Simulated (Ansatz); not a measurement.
```xyz
1
Lattice="11.5683 0.0000 0.0000 0.0000 2.2546 0.0000 -4.5949 0.0000 21.7432" Properties=species:S:1:pos:R:3 pbc="T T T"
Cu    3.4867    1.1273   10.8716
```

Space group P2/m; a structure from a database of computed crystals, not necessarily the ambient phase; computed without spin polarisation.

These are results of DFT PBEsol+D3(BJ), scalar-relativistic, plane waves, PAW (Ansatz), not measurements.

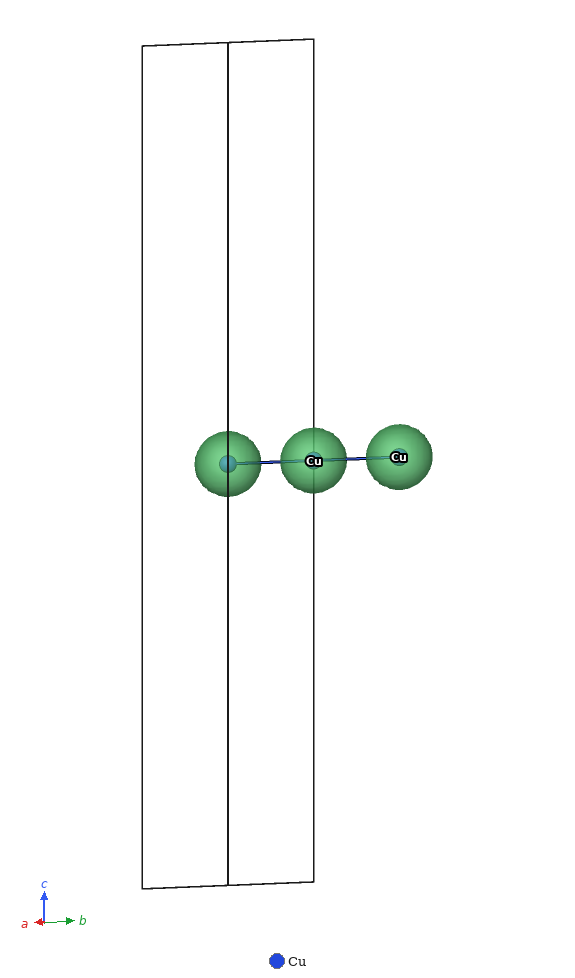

Cu. Isosurface of the valence pseudo-density at 0.8 e/Å³ (green), seen along [110]. Sticks mark near contacts.

Question: Which contacts does the surface bridge?

Answer: At this value the density breaks into separate islands; it holds about 85 % of the electrons treated as valence (semicore included). It bridges none of the near contacts. It is pinched off along the sampled Cu–Cu (2.25 Å) contacts. On the grid the lowest density along these lines, outside the cores, is 0.4 e/Å³ (Cu–Cu, 2.25 Å).
